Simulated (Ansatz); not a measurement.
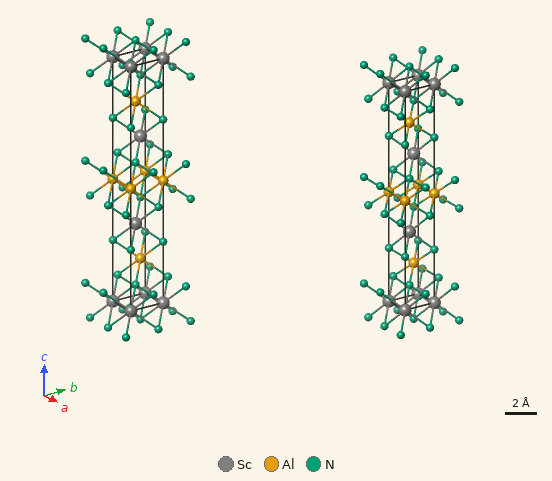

Two geometries of a crystal of ScAlN$_{2}$ (a generated structure, set up in R-3m) (coarse preliminary run), drawn at one scale. One is the start of a relaxation, the other its converged end. A ball-and-stick model of the conventional cell (3 times the calculation's cell), seen slightly off an axis. Lengths and directions refer to the drawn axes.

The calculation used DFT PBE, scalar-relativistic, plane waves, PAW in Ansatz. Set-up: plane-wave cutoff 420 eV; k-point mesh 6 × 6 × 6; occupations gaussian; smearing width 0.1 eV; no spin polarisation; cell and atoms relaxed; force threshold 0.04 eV/Å; at most 70 steps.

### Which geometry has the lower energy?

The right one is the relaxed one. The largest moves relative to the cell, 0.096 Å, are those of N atoms. Al and Sc stay in place. The volume changes by −27.0 %, with a = b 3.381 → 3.056 Å (−9.6 %), c 16.562 → 14.805 Å (−10.6 %). Near-neighbour distances that change, for instance: Sc–Sc 3.381 → 3.056 Å, Al–N 2.391 → 2.100 Å, N–Sc 2.391 → 2.209 Å. Bond angles that change, for instance: Sc–N–Al 180.0° → 175.8°, Al–N–Al 90.0° → 93.4°, N–Al–N 90.0° → 86.6°. The space group stays R-3m (No. 166). Over 6 accepted moves (8 points after the start) the energy falls by 2.212 eV per cell of the calculation. The largest force component goes from 0.73 to 0.0006 eV/Å. The pressure goes from −34.61 to 0.00 GPa. The SCF was repeated twice at an unchanged geometry on a basis and grid sized afresh for the cell, which shifted the energy by 9.3 meV per cell of the calculation at most.
